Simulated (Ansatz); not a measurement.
The cell of BaF2 in space group Fm-3m. The cell is taken from the end point of a relaxation with DFT PBE, scalar-relativistic, plane waves, PAW in Ansatz 0.2.0.

```
Ba F
1.0
     6.24478    0.00000    0.00000
     0.00000    6.24478    0.00000
     0.00000    0.00000    6.24478
Ba F
4 8
Direct
  0.00000 0.00000 0.00000
  0.00000 0.50000 0.50000
  0.50000 0.00000 0.50000
  0.50000 0.50000 0.00000
  0.25000 0.75000 0.75000
  0.25000 0.25000 0.75000
  0.25000 0.25000 0.25000
  0.25000 0.75000 0.25000
  0.75000 0.75000 0.25000
  0.75000 0.25000 0.25000
  0.75000 0.25000 0.75000
  0.75000 0.75000 0.75000
```

At each point the valence sum V of a Na+ ion is computed from the anions within 5 Å (s = exp((R0 − d)/b), R0 fitted to published crystal structures with b = 0.37 Å; R0: Na+–F 1.649 Å). Points too close to the other cations are excluded (2.7 Å from Ba). Na+ is a guest here, not part of the formula. This is an empirical screen for pathways, not an energy calculation.

### Along which directions could Na+ move by this screen?

No path opens below 0.7 v.u. These are grid estimates, good to about 0.1 v.u.

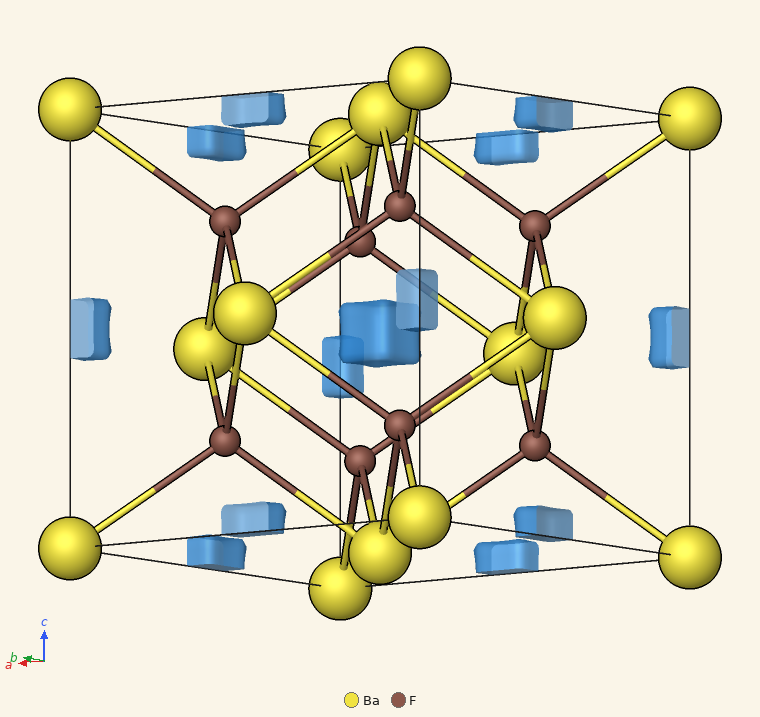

Bond-valence mismatch map for Na+ in BaF₂ (Fm-3m): the blue surface encloses the points where |V − 1| < 0.6 v.u. (1×1×1 cells, view from a free direction). Pale faces close the region where the drawn box cuts it.
